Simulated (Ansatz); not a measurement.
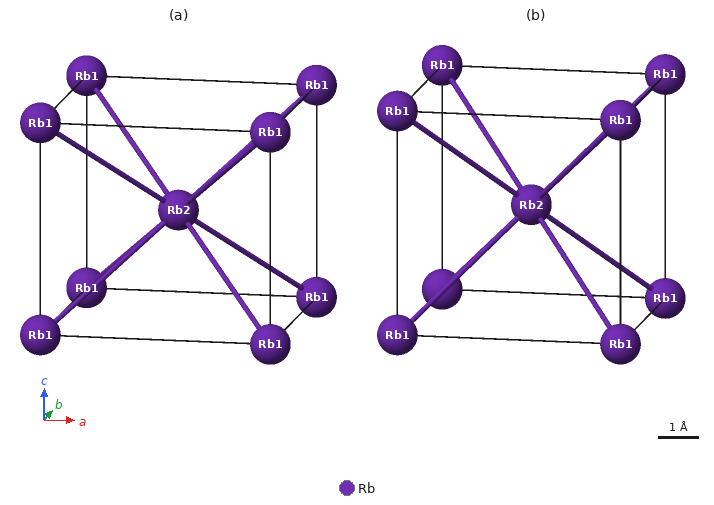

Left: crystalline Rb (set up in I4/mmm). Right: the same structure after one change, at the same scale. Style: ball-and-stick. Shown: the cell of the calculation, slightly off an axis.

Computed with DFT r2SCAN, scalar-relativistic, plane waves, PAW (Ansatz). (plane-wave cutoff 500 eV; k-point mesh 8 × 8 × 8; occupations gaussian; smearing width 0.1 eV; no spin polarisation)

> Which change leads from the left to the right?

Biaxial strain in the a–b plane, −3.0 %, is applied. The c axis and the atoms are relaxed.

> How do the computed properties respond?

The volume changes by −0.7 %, with a = b 5.909 → 5.732 Å (−3.0 %), c 5.462 → 5.764 Å (+5.5 %). The atoms keep their places relative to the cell (all moves are under 0.005 Å). Among the bonded contacts that change: Rb–Rb 4.992 → 4.973 Å. The space group stays I4/mmm (No. 139). The energy changes by less than 1 meV per atom. It is metallic before and after.
